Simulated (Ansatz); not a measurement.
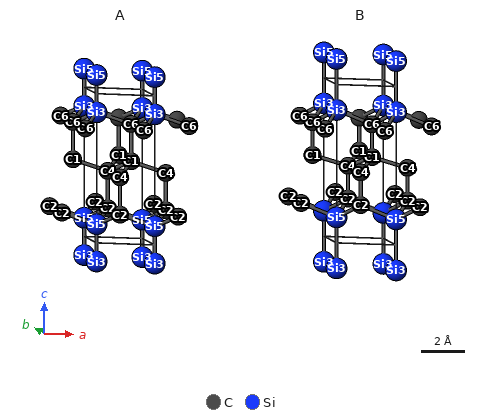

Two geometries of crystalline SiC2 (a generated structure, set up in P-3m1), drawn at one scale. One is the start of a relaxation, the other its converged end. Style: ball-and-stick. Shown: the cell of the calculation, slightly off an axis.

All numbers below come from Ansatz 0.2.0, DFT, PBE, plane waves, PAW. (plane-wave cutoff 420 eV; k-point mesh 12 × 12 × 4; occupations fermi dirac; smearing width 0.02 eV; no spin polarisation; cell and atoms relaxed; force threshold 0.005 eV/Å)

Which geometry has the lower energy?

Answer. Structure B is the relaxed one. The largest moves relative to the cell, 0.36 Å, are those of C2 and C6. C6 goes along −c. By element the largest moves are C 0.36 Å, Si 0.27 Å. The volume changes by +11.4 %, with a = b 2.863 → 2.932 Å (+2.4 %), c 7.013 → 7.447 Å (+6.2 %). Some distances before and after: Si3–Si5 1.753 → 2.396 Å, C1–C6 1.753 → 1.540 Å, C2–Si5 1.753 → 1.837 Å, C1–C4 1.753 → 1.778 Å. Bond angles that change, for instance: C6–Si3–C6 109.5° → 105.9°, Si3–C6–Si3 109.5° → 105.9°, Si5–Si3–C6 109.5° → 112.9°. The space group stays P-3m1 (No. 164). Over 10 accepted moves (12 points after the start) the energy falls by 5.660 eV per cell of the calculation. Largest force component: 17 eV/Å at the start, 0.00055 eV/Å at the end. The pressure goes from 53.88 to 0.00 GPa. The SCF was repeated twice at an unchanged geometry on a basis and grid sized afresh for the cell, which shifted the energy by 24.7 meV per cell of the calculation at most. Cost: 11 s on 4 threads of Arm Neoverse V2, on a shared host, peak memory 0.38 GiB.
